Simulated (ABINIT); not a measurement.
## Run report: MnS, phonon calculation (part 3 of 3)

MnS (Fm-3m, 2 atoms in the cell); Kohn-Sham DFT of a periodic cell, LDA, DFT+U, JTH PAW LDA v2.0, spin-polarised (ABINIT 10.8.3); cutoff 707.5 eV, 4×4×4 k-mesh, fermi-dirac of 0.05 eV, collinear spins. The structure derives from an entry of the Crystallography Open Database.

Geometry of the input (Å; fractional positions):
```
0.0000  2.4503  2.4503
2.4503  0.0000  2.4503
2.4503  2.4503  0.0000
Mn 0.0000  0.0000  0.0000
S  0.5000  0.5000  0.5000
```

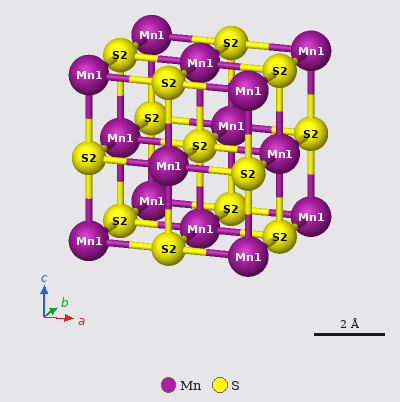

Figure 1. The structure as given in the input (ball-and-stick view of the cell 4 times as large as that of the calculation, set on its symmetry axes, seen slightly off an axis; atoms are numbered from 1 in the order of the input). An atom can appear more than once, as a periodic image.

The program's output, continued
```
 cartesian forces (eV/Angstrom) at end:
    1     -0.00000000000000    -0.00000000000000    -0.00000000000000
    2     -0.00000000000000    -0.00000000000000    -0.00000000000000
 frms,max,avg= 0.0000000E+00 0.0000000E+00   0.000E+00  0.000E+00  0.000E+00 e/A
 length scales=  6.548492079690  6.548492079690  6.548492079690 bohr
              =  3.465312772000  3.465312772000  3.465312772000 angstroms
 Fermi (or HOMO) energy (hartree) =   0.32840   Average Vxc (hartree)=  -0.43126
 Magnetization (Bohr magneton)=  3.12693403E+00
 Total spin up =  1.20634670E+01   Total spin down =  8.93653298E+00
 Eigenvalues (hartree) for nkpt=  10  k points, SPIN UP:
 kpt#   1, nband= 20, wtk=  0.09375, kpt= -0.1250 -0.2500  0.0000 (reduced coord)
  -2.61583   -1.48155   -1.48131   -1.48130   -0.22535    0.13240    0.17455    0.18300
   0.21137    0.24628    0.25577    0.30487    0.34871    0.53731    0.58563    0.59992
   0.65142    0.69330    0.79336    0.85192
      occupation numbers for kpt#   1
   1.00000    1.00000    1.00000    1.00000    1.00000    1.00000    1.00000    1.00000
   1.00000    1.00000    1.00000    1.00000    0.00002    0.00000    0.00000    0.00000
   0.00000    0.00000    0.00000    0.00000
 prteigrs : prtvol=0 or 1, do not print more k-points.

 Eigenvalues (hartree) for nkpt=  10  k points, SPIN DOWN:
 kpt#   1, nband= 20, wtk=  0.09375, kpt= -0.1250 -0.2500  0.0000 (reduced coord)
  -2.50825   -1.37700   -1.37671   -1.37669   -0.21588    0.14867    0.20299    0.21173
   0.30621    0.31863    0.35958    0.37357    0.37386    0.56110    0.61166    0.63937
   0.67666    0.72204    0.81309    0.87288
      occupation numbers for kpt#   1
   1.00000    1.00000    1.00000    1.00000    1.00000    1.00000    1.00000    1.00000
   0.99999    0.99512    0.00000    0.00000    0.00000    0.00000    0.00000    0.00000
   0.00000    0.00000    0.00000    0.00000
 prteigrs : prtvol=0 or 1, do not print more k-points.

--- !EnergyTerms
iteration_state     : {dtset: 1, }
comment             : Components of total free energy in Hartree
kinetic             :  1.72576445123419E+01
hartree             :  2.84311390476641E+01
xc                  : -7.38310445874199E+00
Ewald energy        : -7.51973861926431E+01
psp_core            :  3.39551538270870E+00
local_psp           : -7.56745740698405E+01
PAW spherical_terms : -6.15630462381415E+00
internal            : -1.15327070402325E+02
'-kT*entropy'       : -8.33559537472743E-04
total_energy        : -1.15327903961863E+02
total_energy_eV     : -3.13823213964564E+03
...

--- !EnergyTermsDC
iteration_state     : {dtset: 1, }
comment             : '"Double-counting" decomposition of free energy'
band_energy         : -1.18957897523525E+01
Ewald energy        : -7.51973861926431E+01
psp_core            :  3.39551538270870E+00
xc_dc               : -2.71728084798370E+01
PAW spherical_terms : -4.45660141078925E+00
internal            : -1.15327070452913E+02
'-kT*entropy'       : -8.33559537472743E-04
total_energy_dc     : -1.15327904012451E+02
total_energy_dc_eV  : -3.13823214102221E+03
...

--- !EnergyTermsWithPAWCore
iteration_state     : {dtset: 1, }
comment             : 'Components of total free energy, including PAW core contributions'
Total energy        : -1.55455771818705E+03
Total energy DC     : -1.55455771823764E+03
Total energy (eV)   : -4.23016705112587E+04
Total energy DC (eV): -4.23016705126353E+04
...

 Cartesian components of stress tensor (hartree/bohr^3)
  sigma(1 1)=  3.31392095E-04  sigma(3 2)=  0.00000000E+00
  sigma(2 2)=  3.31392095E-04  sigma(3 1)=  0.00000000E+00
  sigma(3 3)=  3.31392095E-04  sigma(2 1)=  0.00000000E+00

-Cartesian components of stress tensor (GPa)         [Pressure= -9.7499E+00 GPa]
- sigma(1 1)=  9.74989204E+00  sigma(3 2)=  0.00000000E+00
- sigma(2 2)=  9.74989204E+00  sigma(3 1)=  0.00000000E+00
- sigma(3 3)=  9.74989204E+00  sigma(2 1)=  0.00000000E+00

================================================================================
== DATASET  2 ==================================================================

--- !DatasetInfo
iteration_state: {dtset: 2, }
dimensions: {natom: 2, nkpt: 128, mband: 20, nsppol: 2, nspinor: 1, nspden: 2, mpw: 1276, }
cutoff_energies: {ecut:  26.0, pawecutdg:  48.0, }
electrons: {nelect:   2.10000000E+01, charge:   0.00000000E+00, occopt:   3.00000000E+00, tsmear:   1.83747000E-03, }
meta: {optdriver: 1, rfphon: 1, }
...

 mkfilename : getwfk/=0, take file _WFK from output of DATASET   1.

 Exchange-correlation functional for the present dataset will be:
  LDA: Perdew-Wang 92 LSD fit to Ceperley-Alder data - ixc=7
  J.P.Perdew and Y.Wang, PRB 45, 13244 (1992)

 Real(R)+Recip(G) space primitive vectors, cartesian coordinates (Bohr,Bohr^-1):
 R(1)=  0.0000000  4.6304832  4.6304832  G(1)= -0.1079801  0.1079801  0.1079801
 R(2)=  4.6304832  0.0000000  4.6304832  G(2)=  0.1079801 -0.1079801  0.1079801
 R(3)=  4.6304832  4.6304832  0.0000000  G(3)=  0.1079801  0.1079801 -0.1079801
 Unit cell volume ucvol=  1.9856784E+02 bohr^3
 Angles (23,13,12)=  6.00000000E+01  6.00000000E+01  6.00000000E+01 degrees
 setup1 : take into account q-point for computing boxcut.

 Coarse grid specifications (used for wave-functions):

 getcut: wavevector=  0.0000  0.0000  0.0000  ngfft=  32  32  32
         ecut(hartree)=     26.000   => boxcut(ratio)=   2.12891

 Fine grid specifications (used for densities):

 getcut: wavevector=  0.0000  0.0000  0.0000  ngfft=  45  45  45
         ecut(hartree)=     48.000   => boxcut(ratio)=   2.15440
--------------------------------------------------------------------------------

 ******************************************
 DFT+U Method used: AMF
 ******************************************

 ==>  initialize data related to q vector <==

 The list of irreducible perturbations for this q vector is:
    1)    idir= 1    ipert=   1
    2)    idir= 1    ipert=   2

================================================================================

 The perturbation idir=   2  ipert=   1 is
 symmetric of a previously calculated perturbation.
 So, its SCF calculation is not needed.

 The perturbation idir=   3  ipert=   1 is
 symmetric of a previously calculated perturbation.
 So, its SCF calculation is not needed.

 The perturbation idir=   2  ipert=   2 is
 symmetric of a previously calculated perturbation.
 So, its SCF calculation is not needed.

 The perturbation idir=   3  ipert=   2 is
 symmetric of a previously calculated perturbation.
 So, its SCF calculation is not needed.

--------------------------------------------------------------------------------
 Perturbation wavevector (in red.coord.)   0.000000  0.000000  0.000000
 Perturbation : displacement of atom   1   along direction   1
 Found     4 symmetries that leave the perturbation invariant.
 symkpt : the number of k-points, thanks to the symmetries,
 is reduced to    40 .

--------------------------------------------------------------------------------

--------------------------------------------------------------------------------

 dfpt_looppert : total number of electrons, from k and k+q
  fully or partially occupied states are    2.100000E+01 and    2.100000E+01.
 Initialisation of the first-order wave-functions :
  ireadwf=   0

--- !BeginCycle
iteration_state: {dtset: 2, }
solver: {iscf: 7, nstep: 80, nline: 4, wfoptalg: 10, }
tolerances: {tolvrs: 1.00E-07, }
...

     iter   2DEtotal(Ha)        deltaE(Ha) residm    vres2    difmagsph maxmagsph
-ETOT  1   1508.9206141306      7.750E+01 9.962E+00 1.941E+07 1.913E-08 1.913E-08
 ETOT  2   78.419049078145     -1.431E+03 3.582E+00 1.061E+06 2.345E-08 0.000E+00
 ETOT  3   3.8469695682463     -7.457E+01 2.385E-01 2.387E+04 1.348E-08 1.780E-08
 ETOT  4   2.1933616172680     -1.654E+00 1.322E-02 4.737E+02 5.111E-08 3.331E-08
 ETOT  5   2.1618427505186     -3.152E-02 2.906E-04 2.909E+01 1.208E-07 8.749E-08
 ETOT  6   2.1599119832676     -1.931E-03 2.218E-05 4.493E-01 2.973E-07 2.099E-07
 ETOT  7   2.1598419443810     -7.004E-05 1.378E-06 6.983E-02 1.158E-06 9.479E-07
 ETOT  8   2.1598344225056     -7.522E-06 4.577E-07 4.428E-02 5.256E-06 4.308E-06
 ETOT  9   2.1598195268205     -1.490E-05 5.683E-08 6.456E-04 1.521E-05 1.090E-05
 ETOT 10   2.1598195468584      2.004E-08 3.499E-09 2.789E-04 3.401E-05 2.311E-05
 ETOT 11   2.1598194519192     -9.494E-08 1.984E-10 2.131E-05 4.036E-05 1.726E-05
 ETOT 12   2.1598194483804     -3.539E-09 1.474E-11 4.749E-07 1.685E-05 4.009E-07
 ETOT 13   2.1598194483670     -1.342E-11 9.101E-13 6.081E-08 5.552E-06 5.953E-06

 At SCF step   13       vres2   =  6.08E-08 < tolvrs=  1.00E-07 =>converged.
 Integrated electronic and magnetization densities in atomic spheres:
 ------------------------------------------------------------------------------------------------------------
 Radius=ratsph(iatom), smearing ratsm=  0.0000. Diff(up-dn)=approximate z local magnetic moment.
    Atom    Radius    up_density   dn_density  Total(up+dn)  Diff(up-dn)
    1 Mn   2.11192     0.000004    -0.000002      0.000002     0.000006
    2  S   1.90380     0.000000    -0.000000     -0.000000     0.000000
 ------------------------------------------------------------------------------------------------------------
  Sum:                 0.000004    -0.000002      0.000001     0.000006
 Total magnetization (from the atomic spheres):                0.000006
 Total magnetization (exact up - dn):                          0.000007

================================================================================

 ----iterations are completed or convergence reached----

 Mean square residual over all n,k,spin=   21.701E-15; max=  91.006E-14

 2DEtotal=    0.2159819448E+01 Ha. Also 2DEtotal=    0.587716812311E+02 eV
    (2DErelax=   -1.4292634032E+03 Ha. 2DEnonrelax=    1.4314232226E+03 Ha)
    (  non-var. 2DEtotal :    2.1597964279E+00 Ha)

--------------------------------------------------------------------------------
 Perturbation wavevector (in red.coord.)   0.000000  0.000000  0.000000
 Perturbation : displacement of atom   2   along direction   1
 Found     4 symmetries that leave the perturbation invariant.
 symkpt : the number of k-points, thanks to the symmetries,
 is reduced to    40 .

--------------------------------------------------------------------------------

--------------------------------------------------------------------------------

 dfpt_looppert : total number of electrons, from k and k+q
  fully or partially occupied states are    2.100000E+01 and    2.100000E+01.
 Initialisation of the first-order wave-functions :
  ireadwf=   0

--- !BeginCycle
iteration_state: {dtset: 2, }
solver: {iscf: 7, nstep: 80, nline: 4, wfoptalg: 10, }
tolerances: {tolvrs: 1.00E-07, }
...

     iter   2DEtotal(Ha)        deltaE(Ha) residm    vres2    difmagsph maxmagsph
-ETOT  1   67.035321957768     -1.216E+02 4.203E+00 8.164E+05 2.631E-08 2.631E-08
 ETOT  2   3.6205239960504     -6.341E+01 1.506E-01 2.018E+04 2.758E-08 0.000E+00
 ETOT  3   2.4335233953439     -1.187E+00 5.217E-03 8.096E+02 1.084E-08 1.224E-08
 ETOT  4   2.3781524714591     -5.537E-02 7.321E-04 9.324E+00 0.000E+00 0.000E+00
 ETOT  5   2.3775545295551     -5.979E-04 1.294E-05 6.352E-01 1.081E-07 1.154E-07
 ETOT  6   2.3774782613311     -7.627E-05 1.338E-06 4.280E-02 8.413E-08 3.129E-08
 ETOT  7   2.3774724581535     -5.803E-06 8.575E-08 1.075E-02 5.815E-07 6.128E-07
 ETOT  8   2.3774717323049     -7.258E-07 1.650E-08 5.859E-03 1.333E-06 7.200E-07
 ETOT  9   2.3774710678403     -6.645E-07 2.328E-09 1.311E-04 4.573E-06 3.853E-06
 ETOT 10   2.3774710474416     -2.040E-08 2.943E-10 3.149E-05 8.247E-06 4.393E-06
 ETOT 11   2.3774710439371     -3.505E-09 2.831E-11 2.494E-06 1.389E-05 9.494E-06
 ETOT 12   2.3774710435769     -3.602E-10 2.274E-12 1.120E-07 2.187E-06 7.307E-06
 ETOT 13   2.3774710435455     -3.138E-11 1.048E-13 7.710E-09 8.276E-06 1.558E-05

 At SCF step   13       vres2   =  7.71E-09 < tolvrs=  1.00E-07 =>converged.
 Integrated electronic and magnetization densities in atomic spheres:
 ------------------------------------------------------------------------------------------------------------
 Radius=ratsph(iatom), smearing ratsm=  0.0000. Diff(up-dn)=approximate z local magnetic moment.
    Atom    Radius    up_density   dn_density  Total(up+dn)  Diff(up-dn)
    1 Mn   2.11192    -0.000008     0.000007     -0.000001    -0.000016
    2  S   1.90380    -0.000000     0.000000      0.000000    -0.000001
 ------------------------------------------------------------------------------------------------------------
  Sum:                -0.000008     0.000008     -0.000001    -0.000016
 Total magnetization (from the atomic spheres):               -0.000016
 Total magnetization (exact up - dn):                         -0.000018

================================================================================

 ----iterations are completed or convergence reached----

 Mean square residual over all n,k,spin=   50.650E-16; max=  10.482E-14

 2DEtotal=    0.2377471044E+01 Ha. Also 2DEtotal=    0.646942828546E+02 eV
    (2DErelax=   -1.8620914257E+02 Ha. 2DEnonrelax=    1.8858661361E+02 Ha)
    (  non-var. 2DEtotal :    2.3774642042E+00 Ha)

================================================================================

 ---- first-order wavefunction calculations are completed ----

 ==> Compute Derivative Database <==

  Dynamical matrix, in cartesian coordinates,
   if specified in the inputs, asr has been imposed
     j1       j2             matrix element
  dir pert dir pert     real part    imaginary part

   1    1   1    1         0.0487124300         0.0000000000
   1    1   1    2        -0.0487124300         0.0000000000

   2    1   2    1         0.0487124300         0.0000000000
   2    1   2    2        -0.0487124300         0.0000000000

   3    1   3    1         0.0487124300         0.0000000000
   3    1   3    2        -0.0487124300         0.0000000000

   1    2   1    1        -0.0487120599         0.0000000000
   1    2   1    2         0.0487120599         0.0000000000

   2    2   2    1        -0.0487120599         0.0000000000
   2    2   2    2         0.0487120599         0.0000000000

   3    2   3    1        -0.0487120599         0.0000000000
   3    2   3    2         0.0487120599         0.0000000000

  Phonon wavevector (reduced coordinates) :  0.00000  0.00000  0.00000
 Phonon energies in Hartree :
   0.000000E+00  0.000000E+00  0.000000E+00  1.148813E-03  1.148813E-03
   1.148813E-03
 Phonon frequencies in cm-1    :
   0.000000E+00  0.000000E+00  0.000000E+00  2.521354E+02  2.521354E+02
   2.521354E+02

== END DATASET(S) ==============================================================
================================================================================

 -outvars: echo values of variables after computation  --------
            acell      6.5484920797E+00  6.5484920797E+00  6.5484920797E+00 Bohr
           etotal1    -1.1532790401E+02
           etotal2     2.3774710435E+00
            fcart1    -0.0000000000E+00 -0.0000000000E+00 -0.0000000000E+00
                      -0.0000000000E+00 -0.0000000000E+00 -0.0000000000E+00
            fcart2     0.0000000000E+00  0.0000000000E+00  0.0000000000E+00
                       0.0000000000E+00  0.0000000000E+00  0.0000000000E+00
            rprim      0.0000000000E+00  7.0710678120E-01  7.0710678120E-01
                       7.0710678120E-01  0.0000000000E+00  7.0710678120E-01
                       7.0710678120E-01  7.0710678120E-01  0.0000000000E+00
           strten1     3.3139209472E-04  3.3139209472E-04  3.3139209472E-04
                       0.0000000000E+00  0.0000000000E+00  0.0000000000E+00
           strten2     0.0000000000E+00  0.0000000000E+00  0.0000000000E+00
                       0.0000000000E+00  0.0000000000E+00  0.0000000000E+00
           xangst      0.0000000000E+00  0.0000000000E+00  0.0000000000E+00
                       2.4503461601E+00  2.4503461601E+00  2.4503461601E+00
             xred      0.0000000000E+00  0.0000000000E+00  0.0000000000E+00
                       5.0000000000E-01  5.0000000000E-01  5.0000000000E-01
 Calculation completed.
```

Results in brief

- outcome: converged
- space group (tolerance 0.01 Å): Fm-3m (225)
- electrons treated: 21
- free energy: −3138.2321 eV
- Fermi energy: 8.936 eV
- net moment of the cell: 3.13 μB
- pressure: −9.75 GPa
- largest force (length of the vector): under 0.001 eV/Å
- wall time: 3.6 min
- peak memory: 0.33 GiB

Notes

Settings chosen away from the usual ones: diemixmag set to 1.0. Points of doubt noted for this run: k mesh coarse for metal response. The k-point mesh is coarse for a cell of this size, so the results may not be converged.
